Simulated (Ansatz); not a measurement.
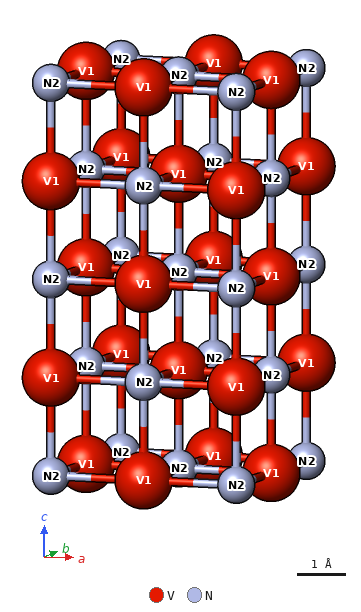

This is a symmetric starting cell of VN (made from another compound by putting V in place of Ta). A ball-and-stick model of the conventional cell (4 times the calculation's cell), repeated 1 × 1 × 2 with one cell outlined, seen slightly off an axis. Lengths and directions refer to the drawn axes.

These are results of DFT PBEsol, scalar-relativistic, plane waves, PAW (Ansatz 0.2.0), not measurements. Settings: plane-wave cutoff 420 eV; k-point mesh 18 × 18 × 18; occupations gaussian; smearing width 0.1 eV; collinear spin.

Change: All lengths are scaled by +1.4 % (volume +4.3 %), the atoms keeping their fractional coordinates. No relaxation follows. The starting cell wasn't computed here and needn't be at equilibrium, so pressure and forces aren't due to the change alone.

Question: Predict the response.

Answer: The pressure is −30.8 GPa (not all of it need come from the change, since the unchanged cell can be under pressure at this level too). All forces vanish by symmetry. Some distances before and after: N–V 2.087 → 2.116 Å. The space group stays Fm-3m (No. 225).

The changed structure in the same view:

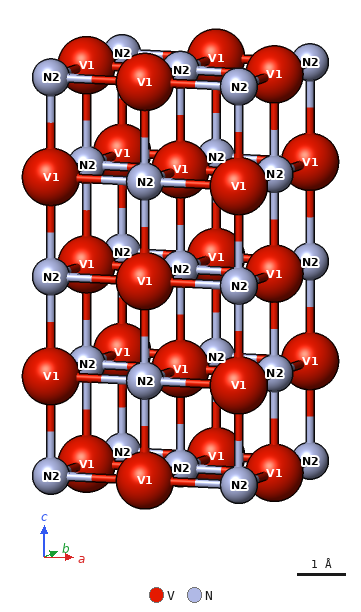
